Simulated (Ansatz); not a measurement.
# Field-gradient calculation, with input and output: Ge

The run: field-gradient calculation of Ge (Fm-3m, 1 atom in the cell). Method and program: DFT, PBE, PAW with Ansatz's default frozen-core files, scalar-relativistic, no spin polarisation (Ansatz 0.2.0).

Its volume is 1.06 times that of the source entry. It belongs to a series of runs on one base structure; here: volume scaled by 1.06, PAW files.

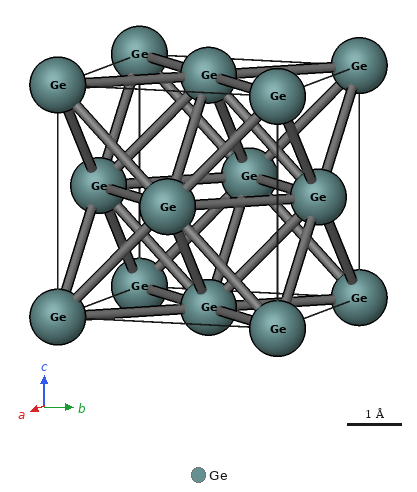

The input geometry (ball-and-stick view of the cell 4 times as large as that of the calculation, set on its symmetry axes, seen slightly off an axis). Near neighbours in the crystal (not all of them lie inside the picture): Ge has 12 Ge at 3.08 Å.

## The input
```yaml
crystal:
  lattice:
    - [0.0, 2.1812809383, 2.1812809383]
    - [2.1812809383, 0.0, 2.1812809383]
    - [2.1812809383, 2.1812809383, 0.0]
  atoms:
    - { symbol: Ge, position: [0.0, 0.0, 0.0] }
kpoints:
  mp_grid: { grid: [16, 16, 16] }
scf:
  occupations: { method: fermi_dirac, width: 0.08 }
hamiltonian:
  xc: pbe
  pseudopotentials: { kind: paw }
output:
  forces: true
  stress: true
  eigenvalues: true
  efg: { contact_densities: true }
  write_density: true
  write_potential: true
  elf: true
  volumetric_format: npy
```

Hardware: 1 thread of an x86-64 CPU, shared host.

Launched with:
```bash
ansatz run input.yaml --threads 1 --pin off --max-ram 2048MiB --backend cpu --events-out ev --progress --plain --runs-dir out
```

## What the program printed
```
Engine: ansatz 0.2.0, x86_64-unknown-linux-gnu
Pseudopotentials: kind: paw
Pseudopotential: Ge, paw, valence charge 14, recommended cutoff 420 eV (normal), Ge.paw.azcp
Functional definition: PBE
  parameter kappa = 0.804
  parameter beta = 0.06672455060314922
  exchange = pbe_x(kappa = kappa, mu = beta*pi^2/3)
  correlation = pbe_c(beta = beta)
Crystal: 1 atoms, lattice volume = 20.757 Å³
Basis set: ecut = 420 eV, 411 PW (Γ), exchange–correlation on 48×48×48 points (8 copies of the dense FFT grid, shifted against one another)
Bands: 11, of which v1, the nominal top of the filled ones, is band 7 counted from 1 (6 counted from 0)
Symmetry: 48 space group operations
Space group: Fm-3m (ITA 225), of the structure as read, at distance tolerance 2.7e-5 Å
k-points: 145 of 4096
Non-local potential: Ge, projectors of the file, l = 0: 2, l = 1: 2, l = 2: 3, l = 3: 1
PAW form: soft (Blöchl's): semilocal exchange-correlation on the pseudo side does not see the compensation charge
PAW one-centre angular grid: Ge, 590 points (default); XC on 64 Gauss nodes
Initial density: superposition of atomic densities (neutral atoms: chi_scale 0, normalization atom), corrected by the library's trained network
Initial wavefunctions: pseudopotential atomic-orbital guess
Functional: x = pbe(κ = 0.804, μ = 0.2195149727645171), c = pbe(β = 0.06672455060314922)
SCF iter   1: F=—  HF=-4294.645808 eV  |F-HF|=—  |Δ(HF+E_count)|=         —  Δρ=7.11e-4  dr2=1.05e-4  ethr=1.77e-3  ⟨swp⟩=5.1  Hψ=9077  notcnv=0
preconditioner: auto → none  [metal: Δε(μ)=0.014 eV  Ē_g=26.491 eV  σ=0.080 eV  W_gap=0.04  n_scr=8 (ndim 8)  ℏωp=30.5 eV  f_vac=0.000  D(μ)=0.57/eV (n_scr^D=0)  sad-step TF]
SCF iter   2: F=—  HF=-4294.645629 eV  |F-HF|=—  |Δ(HF+E_count)|=   1.79e-4  Δρ=4.65e-4  dr2=3.50e-5  ethr=7.52e-7  ⟨swp⟩=2.0  Hψ=3661  notcnv=0
SCF iter   3: F=—  HF=-4294.645637 eV  |F-HF|=—  |Δ(HF+E_count)|=   7.68e-6  Δρ=2.17e-4  dr2=8.71e-6  ethr=2.50e-7  ⟨swp⟩=2.0  Hψ=2251  notcnv=0
SCF iter   4: F=—  HF=-4294.645641 eV  |F-HF|=—  |Δ(HF+E_count)|=   4.49e-6  Δρ=8.41e-5  dr2=1.56e-6  ethr=6.22e-8  ⟨swp⟩=1.0  Hψ=1573  notcnv=0
SCF iter   5: F=—  HF=-4294.645642 eV  |F-HF|=—  |Δ(HF+E_count)|=   4.44e-7  Δρ=2.79e-5  dr2=2.22e-7  ethr=1.11e-8  ⟨swp⟩=1.0  Hψ=1573  notcnv=0
SCF iter   6: F=-4294.645642 eV  HF=-4294.645642 eV  |F-HF|=1.29e-10  |Δ(HF+E_count)|=   1.05e-7  Δρ=1.21e-6  dr2=3.69e-10  ethr=7.14e-10  ⟨swp⟩=8.1  Hψ=10118  notcnv=0
SCF 1 converged in 6 iterations: F = -4294.645642 eV  dr2 = 3.69e-10
  greatest PAW one-centre occupation: 0.998 electrons in one spin orbital (limit 2), on the Ge atom at site 0 (counted from 0), in its partial waves of l = 2
SCF converged after 6 iterations
Free energy (F): -4294.645642 eV
Harris-Foulkes:  -4294.645642 eV  (|F-HF|=1.29e-10)
Internal energy: -4294.634279 eV  (E = F + TS)
E sigma→0 (E₀):  -4294.639960 eV
Entropy (-TS):   -0.011362 eV (-11.362 meV/atom)
Fermi energy:    9.824579 eV
--- Per-component energies (eV) ---
  E_band       = -130.821519
  E_kinetic    = 108.986682
  E_local      = -2203.162609  (includes V_loc(G=0)·N_el)
  E_nonlocal   = 414.340112
  E_hartree    = 958.851812
  E_xc         = -75.062668
  E_vxc        = -63.758461  (∫ρ·V_xc dr)
  E_paw        = -2015.514795  (= ΣΔE_a)
  E_vpaw       = -304.930619  (= ΣTr[D̂ρ^β])
  E_aug_tail   = 0.000265  (compensation charges beyond the density's cutoff)
  E_ewald      = -1483.073077
  E_smearing   = -0.011362  (= −TS)
  E_closure    = -0.000000  (closes the sum)
  Σ components = -4294.645642   (vs F -4294.645642, Δ=0.00e0)
--- Forces (eV/Å), atoms counted from 1 ---
  atom   1  Ge    -0.00000000    -0.00000000    -0.00000000
  max |Σ_I F_I| component: 3.29e-32 eV/Å
--- Stress (GPa, compression-positive) ---
       -3.309454      -0.000000       0.000000
        0.000000      -3.309454      -0.000000
       -0.000000       0.000000      -3.309454
  P = ⅓ Tr σ = -3.3095 GPa (-33.095 kbar)
--- PAW observables at the nuclei: V_zz in 10²¹ V/m², potentials from the cell's mean, atoms counted from 1 ---
  atom   1  Ge V_zz =    +0.000000   η = 0.0000   by run symmetry: forbidden
            electrostatic potential = -4322.752773 V   contact ρ = 210293.278628 e/Å³
--- Band table (eV; the first three rows and the last of 145) ---
  k-point 0: bands = ["-14.9608", "-14.9608", "-14.9608", "-14.9247", "-14.9247", "-2.6660", "17.8428", "17.8428", "17.8428", "23.1319", "23.1319"]
  k-point 1: bands = ["-14.9606", "-14.9592", "-14.9592", "-14.9248", "-14.9248", "-2.5758", "16.9687", "17.7151", "17.7151", "22.5273", "23.3645"]
  k-point 2: bands = ["-14.9603", "-14.9554", "-14.9554", "-14.9244", "-14.9244", "-2.3056", "15.0752", "17.4011", "17.4011", "21.9283", "23.9080"]
  k-point 144: bands = ["-14.9544", "-14.9422", "-14.9422", "-14.9109", "-14.8793", "4.4765", "7.9178", "7.9178", "9.6227", "22.0352", "24.3000"]
```

## File rho_z.tsv
```
# z_ang	rho[e/angstrom^3]
# format = ansatz-planar-average/11
# lattice	0.000000000	2.181280938	2.181280938
# lattice	2.181280938	0.000000000	2.181280938
# lattice	2.181280938	2.181280938	0.000000000
# sites	1
# site	32	0.000000000	0.000000000	0.000000000
0.000000	2.280738e0
0.128533	2.057892e0
0.257066	1.539131e0
0.385600	1.009789e0
0.514133	6.367861e-1
0.642666	4.229126e-1
0.771199	3.074927e-1
0.899732	2.407483e-1
1.028266	1.987729e-1
1.156799	1.717523e-1
1.285332	1.540431e-1
1.413865	1.437317e-1
1.542399	1.404622e-1
1.670932	1.437317e-1
1.799465	1.540431e-1
1.927998	1.717523e-1
2.056531	1.987729e-1
2.185065	2.407483e-1
2.313598	3.074927e-1
2.442131	4.229126e-1
2.570664	6.367861e-1
2.699197	1.009789e0
2.827731	1.539131e0
2.956264	2.057892e0
```

## File v_z.tsv
```
# z_ang	v_es[eV]	v_tot[eV]
# format = ansatz-planar-average/11
# xc	pbe
# density_cutoff_ev	1680
# datasets	Ge=:simpson_from_first_knot:soft
# lattice	0.000000000	2.181280938	2.181280938
# lattice	2.181280938	0.000000000	2.181280938
# lattice	2.181280938	2.181280938	0.000000000
# sites	1
# site	32	0.000000000	0.000000000	0.000000000
0.000000	-1.357002e0	-1.346789e1
0.128533	-1.135034e0	-1.318613e1
0.257066	-4.906554e-1	-1.235476e1
0.385600	5.145159e-1	-1.103136e1
0.514133	1.796503e0	-9.311056e0
0.642666	3.282068e0	-7.304734e0
0.771199	4.919719e0	-5.146407e0
0.899732	6.624844e0	-2.986351e0
1.028266	8.212603e0	-1.006558e0
1.156799	9.449536e0	5.621500e-1
1.285332	1.024007e1	1.594396e0
1.413865	1.067039e1	2.165453e0
1.542399	1.081149e1	2.353049e0
1.670932	1.067039e1	2.165453e0
1.799465	1.024007e1	1.594396e0
1.927998	9.449536e0	5.621500e-1
2.056531	8.212603e0	-1.006558e0
2.185065	6.624844e0	-2.986351e0
2.313598	4.919719e0	-5.146407e0
2.442131	3.282068e0	-7.304734e0
2.570664	1.796503e0	-9.311056e0
2.699197	5.145159e-1	-1.103136e1
2.827731	-4.906554e-1	-1.235476e1
2.956264	-1.135034e0	-1.318613e1
```

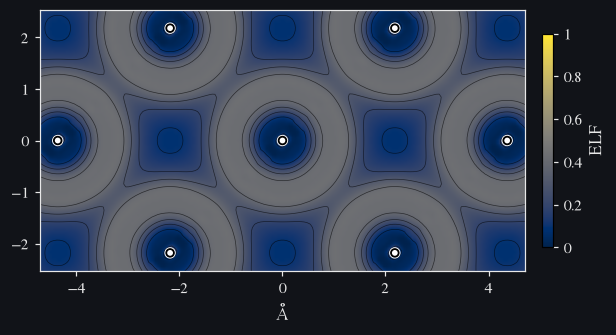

Electron localisation function on the (010) plane of the conventional cell. Circles mark the nuclei in the plane (Ge). The plane passes through Ge nuclei. In a PAW calculation such maps are meaningful between the atoms, not at the nuclei.

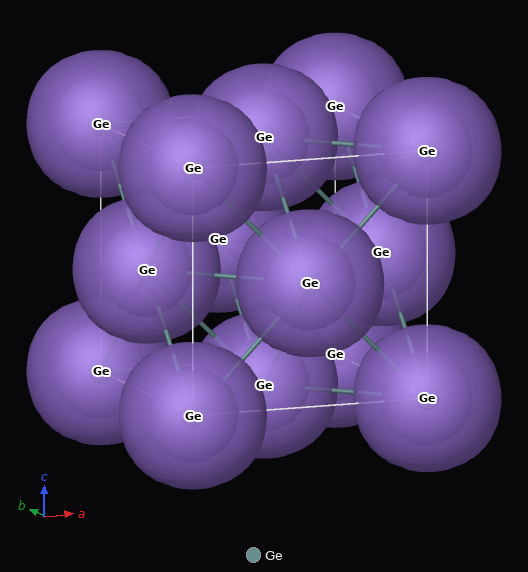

Isosurface of the electron localisation function at 0.4 (purple), seen slightly off an axis. Only the valence region is drawn (cores and ρ < 0.01 e/Å³ removed). Sticks mark near contacts. The outline is the cell set on symmetry axes. Along the contacts the grid gives the following.

## Summary

| quantity | value |
| --- | --- |
| outcome | converged |
| space group (tolerance 0.01 Å) | Fm-3m (225) |
| electrons treated | 14 |
| free energy | −4294.6456 eV |
| Fermi energy | 9.825 eV |
| pressure | −3.31 GPa |
| field gradient V_zz (10²¹ V/m²) | zero at all sites |
| largest force (length of the vector) | under 0.001 eV/Å |
| wall time | 10 s (CPU time 5.6 s; the host was busy) |
| peak memory | 0.42 GiB |
